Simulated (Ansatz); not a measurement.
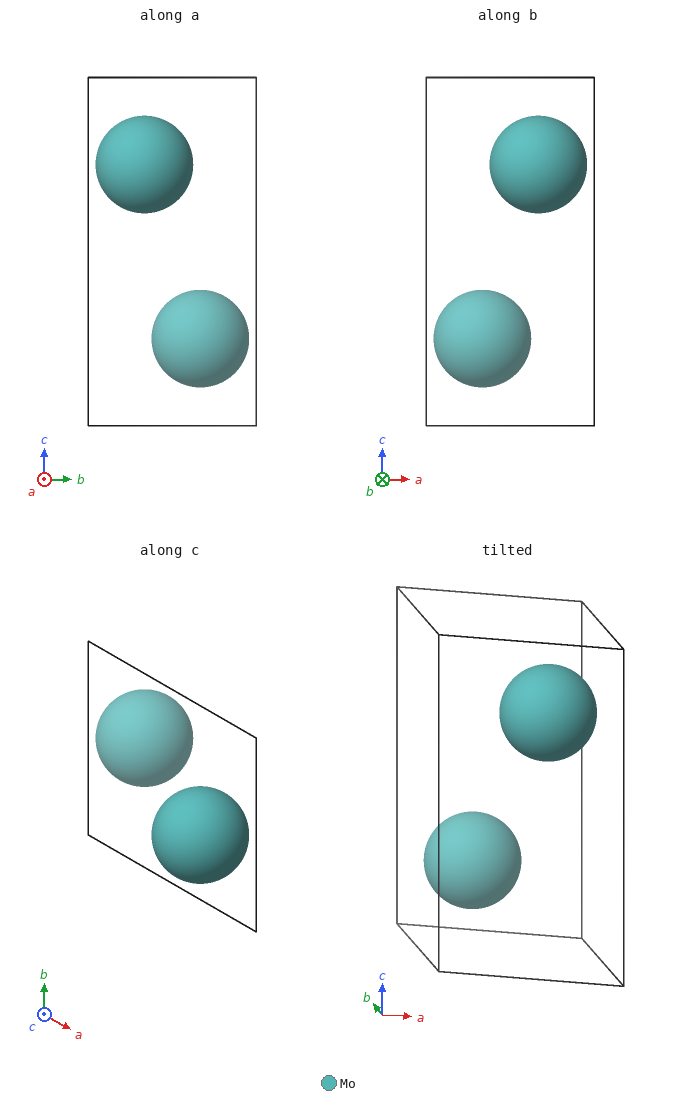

We look at a spheres-only model of the crystal along the a axis, along the b axis, along the c axis and slightly off an axis. The parallelepiped is the conventional unit cell.

Lattice parameters: a = 2.738 Å, b = 2.738 Å, c = 4.919 Å, α = 90.00°, β = 90.00°, γ = 120.00°. Put a along x and b in the xy plane.

Question: Set out the cell and atoms as a POSCAR file.

Answer:
```
Mo
1.0
     2.738    0.000    0.000
    -1.369    2.372    0.000
     0.000    0.000    4.919
Mo
2
Direct
  0.3333 0.6667 0.2500
  0.6667 0.3333 0.7500
```

Provenance: a structure type filled with this element by a generator (whether the element takes this form wasn't checked). Earlier steps of the study may have refined or changed the cell and positions. It went into a calculation with Ansatz.
